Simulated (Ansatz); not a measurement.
## Geometry relaxation, with input and output: NbN (part 3 of 4)

Continued. System: NbN (slab, 42 atoms in the cell). Method: DFT PBE, scalar-relativistic, plane waves, PAW, no spin polarisation (Ansatz 0.2.0); cutoff 420 eV, 3×8×1 k-mesh, Gaussian smearing of 0.1 eV. The structure derives from an entry of the Crystallography Open Database. The input holds or restrains some coordinates. Forces given for the steps count only the free coordinates. It belongs to a series of runs on one base structure; here: stripe over 1.5 of 3 cells, two steps.

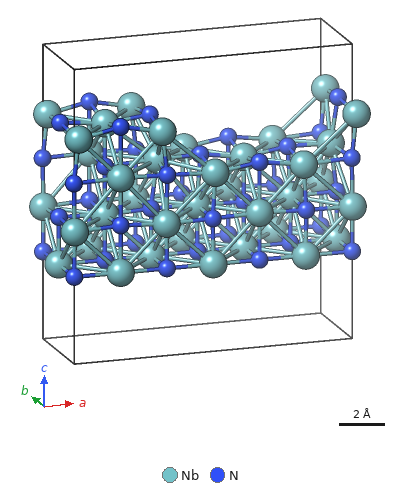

Fig. 1: The geometry at step 11 of the log (ball-and-stick view of the cell of the calculation, with the vacuum cut short, seen slightly off an axis).

Output, continued:
```
  k-point 0: bands = ["-49.9560", "-49.8872", "-49.8865", "-49.8627", "-49.8075", "-49.7881", "-49.7777", "-49.7608", "-49.7464", "-49.7345", "-49.7136", "-49.6641", "-49.6560", "-49.6464", "-49.5924", "-49.5824", "-49.5428", "-49.5389", "-49.5330", "-49.4957", "-49.4812", "-26.3364", "-26.3194", "-26.2844", "-26.2756", "-26.2654", "-26.2425", "-26.2409", "-26.2288", "-26.2129", "-26.2010", "-26.1889", "-26.1745", "-26.1549", "-26.1368", "-26.1227", "-26.1002", "-26.0871", "-26.0412", "-26.0156",
      "-26.0024", "-25.9791", "-25.9774", "-25.9628", "-25.9615", "-25.9429", "-25.9311", "-25.9214", "-25.9182", "-25.9125", "-25.8916", "-25.8791", "-25.8652", "-25.8587", "-25.8578", "-25.8485", "-25.8458", "-25.8388", "-25.8039", "-25.7845", "-25.7717", "-25.7449", "-25.7329", "-25.7329", "-25.7129", "-25.7047", "-25.7029", "-25.6769", "-25.6568", "-25.6545", "-25.6321", "-25.6264", "-25.6112", "-25.5984", "-25.5513", "-25.5321", "-25.4897", "-25.4887", "-25.4788", "-25.4710",
      "-25.4176", "-25.4113", "-25.4012", "-25.3710", "-10.6508", "-10.2126", "-10.1515", "-10.1097", "-9.9243", "-9.8036", "-9.7965", "-9.6788", "-9.6164", "-9.5692", "-9.3967", "-9.3789", "-9.2843", "-9.1603", "-9.1199", "-9.0478", "-9.0024", "-8.8232", "-8.7740", "-8.5800", "-8.0970", "-0.8041", "-0.7380", "-0.6822", "-0.5954", "-0.4467", "-0.4148", "-0.2987", "-0.2343", "-0.1790", "0.0806", "0.1049", "0.3912", "0.3932", "0.4109", "0.4474",
      "0.4648", "0.5424", "0.5539", "0.5986", "0.6284", "0.6527", "0.6558", "0.7500", "0.7522", "0.7622", "0.8353", "0.8437", "0.8554", "0.9863", "1.0103", "1.0484", "1.1540", "1.2558", "1.2941", "1.3130", "1.3324", "1.3828", "1.5100", "1.5279", "1.6080", "1.6234", "1.6601", "1.7056", "1.7987", "1.8137", "1.8385", "1.8510", "1.9475", "2.0180", "2.0599", "2.1295", "2.1767", "2.3015", "2.3207", "2.4239",
      "2.4367", "2.5737", "2.8404", "2.8839", "2.9686", "2.9957", "3.0741", "3.1177", "3.1431", "3.1853", "3.3026", "3.3797", "3.4280", "3.7760", "3.9824", "4.3478", "4.4171", "4.5995", "4.6913", "4.8515", "5.0521", "5.0612", "5.0835", "5.2690", "5.4283", "5.5015", "5.5240", "5.6281", "5.7894", "5.9860", "6.0482", "6.1662", "6.2822", "6.2961", "6.3934", "6.3988", "6.4113", "6.5512", "6.5823", "6.6555",
      "6.8042", "6.8235", "6.8318", "7.0475", "7.3188", "7.3430", "7.3539", "7.4219", "7.5750", "7.5919", "7.6999", "7.7239", "7.8017", "7.8561", "7.8587", "7.8689", "7.9243", "7.9388", "8.0286", "8.0305", "8.1329", "8.1402", "8.1541", "8.2297", "8.2766", "8.2854", "8.3260", "8.4102", "8.5004", "8.5815", "8.6506"]
  k-point 1: bands = ["-49.9541", "-49.8854", "-49.8847", "-49.8623", "-49.8061", "-49.7889", "-49.7759", "-49.7569", "-49.7455", "-49.7361", "-49.7162", "-49.6616", "-49.6561", "-49.6480", "-49.5922", "-49.5815", "-49.5460", "-49.5415", "-49.5339", "-49.4970", "-49.4831", "-26.3369", "-26.3354", "-26.3042", "-26.2933", "-26.2836", "-26.2650", "-26.2624", "-26.2460", "-26.2409", "-26.2330", "-26.2278", "-26.1985", "-26.1662", "-26.1587", "-26.1558", "-26.1287", "-26.0786", "-26.0367", "-26.0354",
      "-25.9939", "-25.9898", "-25.9776", "-25.9736", "-25.9443", "-25.9355", "-25.9305", "-25.9240", "-25.9114", "-25.8945", "-25.8800", "-25.8715", "-25.8695", "-25.8607", "-25.8473", "-25.8384", "-25.8203", "-25.8043", "-25.7870", "-25.7808", "-25.7486", "-25.7458", "-25.7222", "-25.7203", "-25.7124", "-25.6908", "-25.6808", "-25.6662", "-25.6543", "-25.6459", "-25.6339", "-25.6116", "-25.6052", "-25.5797", "-25.5645", "-25.5323", "-25.4958", "-25.4827", "-25.4785", "-25.4404",
      "-25.4213", "-25.4192", "-25.4108", "-25.3668", "-10.5523", "-10.1400", "-10.0621", "-10.0207", "-9.8422", "-9.7265", "-9.7134", "-9.6004", "-9.5286", "-9.4973", "-9.3226", "-9.3006", "-9.2119", "-9.0759", "-9.0366", "-8.9663", "-8.9218", "-8.7448", "-8.6997", "-8.4986", "-8.0146", "-0.9076", "-0.8557", "-0.8037", "-0.7073", "-0.6027", "-0.5305", "-0.4860", "-0.3965", "-0.2668", "-0.1057", "-0.0564", "0.1646", "0.1792", "0.1863", "0.3022",
      "0.3419", "0.3688", "0.4222", "0.4350", "0.5620", "0.5623", "0.5882", "0.6380", "0.6441", "0.6944", "0.7431", "0.7839", "0.8750", "0.8969", "0.9098", "0.9128", "0.9728", "1.0503", "1.1840", "1.2169", "1.2649", "1.2804", "1.2980", "1.3828", "1.3885", "1.4581", "1.5326", "1.5655", "1.6149", "1.6787", "1.6834", "1.6986", "1.7969", "1.8024", "1.8171", "1.8675", "1.9746", "2.0851", "2.1467", "2.1644",
      "2.2255", "2.3725", "2.5538", "2.5893", "2.6345", "2.6818", "2.7890", "3.0717", "3.2348", "3.5510", "3.6090", "3.6298", "3.6922", "3.7862", "4.3987", "4.6013", "4.6593", "4.6946", "4.8972", "4.9185", "5.0470", "5.1494", "5.1672", "5.3147", "5.4889", "5.5249", "5.5601", "5.6372", "5.8285", "5.9879", "5.9964", "6.1704", "6.3141", "6.3357", "6.4314", "6.4520", "6.6146", "6.6442", "6.6665", "6.7990",
      "6.8074", "6.8864", "7.0913", "7.1110", "7.3441", "7.3871", "7.5275", "7.5837", "7.6453", "7.7121", "7.7548", "7.8206", "7.8448", "7.9196", "7.9470", "8.0360", "8.0788", "8.1135", "8.1412", "8.1768", "8.2273", "8.2805", "8.2838", "8.3636", "8.3659", "8.5111", "8.5282", "8.6309", "8.6452", "8.6931", "8.7049"]
  k-point 2: bands = ["-49.9493", "-49.8827", "-49.8804", "-49.8587", "-49.8025", "-49.7925", "-49.7706", "-49.7490", "-49.7404", "-49.7402", "-49.7228", "-49.6613", "-49.6549", "-49.6476", "-49.5919", "-49.5791", "-49.5548", "-49.5487", "-49.5358", "-49.5001", "-49.4877", "-26.4079", "-26.3815", "-26.3431", "-26.3373", "-26.3183", "-26.3026", "-26.2928", "-26.2763", "-26.2744", "-26.2635", "-26.2602", "-26.2471", "-26.2223", "-26.2088", "-26.1540", "-26.1457", "-26.1265", "-26.1161", "-26.0620",
      "-26.0449", "-26.0198", "-25.9838", "-25.9689", "-25.9507", "-25.9300", "-25.9102", "-25.9041", "-25.8815", "-25.8796", "-25.8675", "-25.8505", "-25.8468", "-25.8127", "-25.8014", "-25.8007", "-25.7959", "-25.7824", "-25.7652", "-25.7486", "-25.7362", "-25.7276", "-25.7137", "-25.7016", "-25.6827", "-25.6691", "-25.6655", "-25.6535", "-25.6322", "-25.6246", "-25.6193", "-25.6081", "-25.5728", "-25.5439", "-25.5313", "-25.5308", "-25.5049", "-25.4767", "-25.4699", "-25.4499",
      "-25.4309", "-25.4157", "-25.3995", "-25.3674", "-10.2963", "-9.9611", "-9.8308", "-9.7916", "-9.6342", "-9.5366", "-9.4985", "-9.4061", "-9.3195", "-9.2935", "-9.1410", "-9.0952", "-9.0316", "-8.8598", "-8.8251", "-8.7567", "-8.7126", "-8.5447", "-8.5118", "-8.2902", "-7.8025", "-1.2312", "-1.2056", "-1.1214", "-1.0694", "-1.0155", "-0.9355", "-0.8569", "-0.7716", "-0.5003", "-0.4151", "-0.3740", "-0.3650", "-0.1533", "-0.1514", "-0.0351",
      "0.0501", "0.0569", "0.1274", "0.1334", "0.2178", "0.3134", "0.3184", "0.3289", "0.3346", "0.3867", "0.4822", "0.5227", "0.5281", "0.6284", "0.6369", "0.6775", "0.6860", "0.7560", "0.7608", "0.8050", "0.8443", "0.9295", "0.9868", "1.0148", "1.0189", "1.0458", "1.0719", "1.1892", "1.2015", "1.2853", "1.3203", "1.3311", "1.3685", "1.4291", "1.4646", "1.5038", "1.5265", "1.6141", "1.6603", "1.7205",
      "1.7935", "1.8398", "2.0083", "2.0660", "2.2400", "2.3184", "2.5280", "2.9695", "3.4997", "4.1073", "4.3192", "4.3380", "4.4017", "4.6489", "4.7466", "5.0612", "5.1279", "5.1389", "5.2326", "5.3177", "5.5004", "5.5720", "5.5727", "5.6039", "5.7513", "5.8704", "5.9960", "6.0613", "6.0880", "6.2157", "6.3300", "6.3719", "6.4414", "6.4492", "6.5456", "6.7293", "6.7813", "6.8632", "6.9365", "6.9498",
      "7.0539", "7.1276", "7.2220", "7.4420", "7.5172", "7.5864", "7.5907", "7.6645", "7.7612", "7.7988", "7.9198", "7.9444", "8.0158", "8.0534", "8.0568", "8.1478", "8.1634", "8.2475", "8.2655", "8.3122", "8.3796", "8.3903", "8.4328", "8.4856", "8.5584", "8.5709", "8.6121", "8.6321", "8.6891", "8.6947", "8.6988"]
  k-point 9: bands = ["-49.9417", "-49.8799", "-49.8791", "-49.8432", "-49.8034", "-49.7957", "-49.7624", "-49.7480", "-49.7444", "-49.7335", "-49.7157", "-49.6816", "-49.6433", "-49.6408", "-49.5931", "-49.5713", "-49.5688", "-49.5651", "-49.5389", "-49.5043", "-49.4939", "-26.4890", "-26.4570", "-26.4200", "-26.4151", "-26.3599", "-26.3595", "-26.3281", "-26.3130", "-26.2984", "-26.2951", "-26.2670", "-26.2647", "-26.2496", "-26.2411", "-26.2100", "-26.2042", "-26.1833", "-26.1595", "-26.0975",
      "-26.0740", "-26.0367", "-25.9804", "-25.9613", "-25.9569", "-25.9536", "-25.9493", "-25.8894", "-25.8823", "-25.8748", "-25.8580", "-25.8249", "-25.8239", "-25.8188", "-25.7962", "-25.7563", "-25.7513", "-25.7402", "-25.7371", "-25.7209", "-25.7017", "-25.6953", "-25.6861", "-25.6629", "-25.6581", "-25.6384", "-25.6239", "-25.6148", "-25.6127", "-25.6065", "-25.5849", "-25.5724", "-25.5678", "-25.5412", "-25.4996", "-25.4952", "-25.4774", "-25.4712", "-25.4688", "-25.4328",
      "-25.4311", "-25.4204", "-25.4022", "-25.3769", "-9.7805", "-9.6811", "-9.6031", "-9.4327", "-9.3927", "-9.1911", "-9.1452", "-9.0650", "-9.0158", "-8.8778", "-8.8706", "-8.7948", "-8.7298", "-8.6304", "-8.5603", "-8.4213", "-8.3972", "-8.1601", "-8.1315", "-7.9574", "-7.4636", "-2.0097", "-2.0028", "-1.7731", "-1.7313", "-1.3961", "-1.3421", "-1.2061", "-1.1497", "-1.1479", "-1.0860", "-1.0558", "-1.0236", "-0.8600", "-0.8295", "-0.6575",
      "-0.5025", "-0.4834", "-0.4164", "-0.3933", "-0.3601", "-0.1816", "-0.1517", "-0.0650", "-0.0220", "0.0097", "0.0369", "0.1165", "0.1431", "0.1502", "0.1922", "0.2352", "0.2836", "0.3037", "0.3122", "0.3390", "0.4003", "0.4167", "0.5205", "0.5694", "0.5824", "0.6329", "0.6957", "0.7561", "0.8541", "0.8790", "0.9279", "1.0244", "1.0326", "1.0742", "1.0842", "1.1919", "1.2176", "1.2322", "1.3835", "1.4412",
      "1.4530", "1.5102", "1.5162", "1.7635", "1.7927", "1.9689", "2.2196", "2.8248", "3.8338", "4.3518", "4.3865", "4.9979", "5.3492", "5.7687", "6.0111", "6.2162", "6.3428", "6.3680", "6.4556", "6.4781", "6.4919", "6.5458", "6.6062", "6.6626", "6.6858", "6.7265", "6.8369", "6.8692", "6.9338", "6.9638", "7.0192", "7.0217", "7.0713", "7.0928", "7.1161", "7.1686", "7.1721", "7.2088", "7.2716", "7.2957",
      "7.4334", "7.4964", "7.5339", "7.5398", "7.5856", "7.5992", "7.6381", "7.6502", "7.7380", "7.7448", "7.7549", "7.7682", "7.8043", "7.8368", "7.8640", "7.8776", "7.9069", "7.9676", "7.9859", "7.9922", "8.0390", "8.0730", "8.0870", "8.1962", "8.2343", "8.3231", "8.3387", "8.4018", "8.4121", "8.4426", "8.4819"]
```
